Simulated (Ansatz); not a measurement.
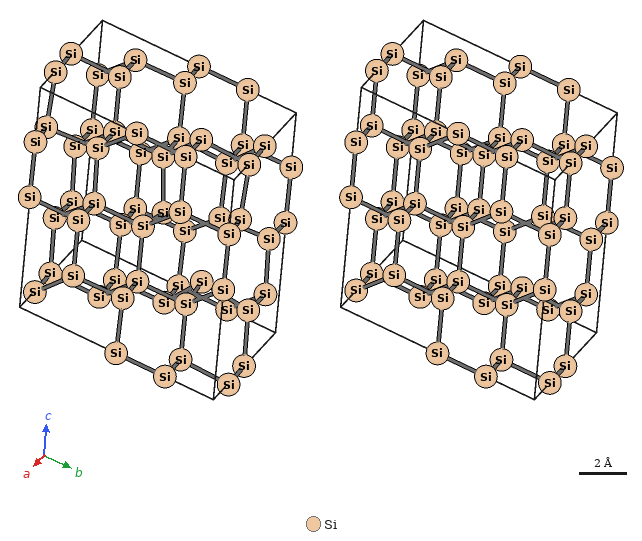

Two geometries of a defect cell of composition Si (cell charge −2), drawn at one scale. One is the start of a relaxation, the other its converged end. Style: ball-and-stick. Shown: the cell of the calculation (origin shifted), slightly off an axis.

Method: DFT PBE, scalar-relativistic, plane waves, PAW (Ansatz). Set-up: plane-wave cutoff 420 eV; k-point mesh 2 × 2 × 2; occupations gaussian; smearing width 0.02 eV; mesh shifted by (0.5, 0.5, 0.5); no spin polarisation; atoms relaxed in a fixed cell; force threshold 0.02 eV/Å; at most 60 steps.

Which one is relaxed?

The left one is the relaxed one. Case: Si on a Si site beside a Si vacancy, charge -2, atoms relaxed. The energy falls by 0.394 eV per cell of the calculation in 4 geometry steps. The largest force component goes from 0.31 to 0.0012 eV/Å. The largest moves, 0.27 Å, are those of Si atoms. The lattice vectors keep their values. Among the contacts that change: Si–Si 2.369 → 2.401 Å. Bond angles that change, for instance: Si–Si–Si 109.5° → 116.5°, Si–Si–Si 109.5° → 103.0°, Si–Si–Si 109.5° → 107.2°. Cost: 45 s on 4 threads of Arm Neoverse N1 (shared host), peak memory 0.93 GiB.

Limits of the set-up: the cell is charged, on a uniform background, and energies carry no finite-size correction.
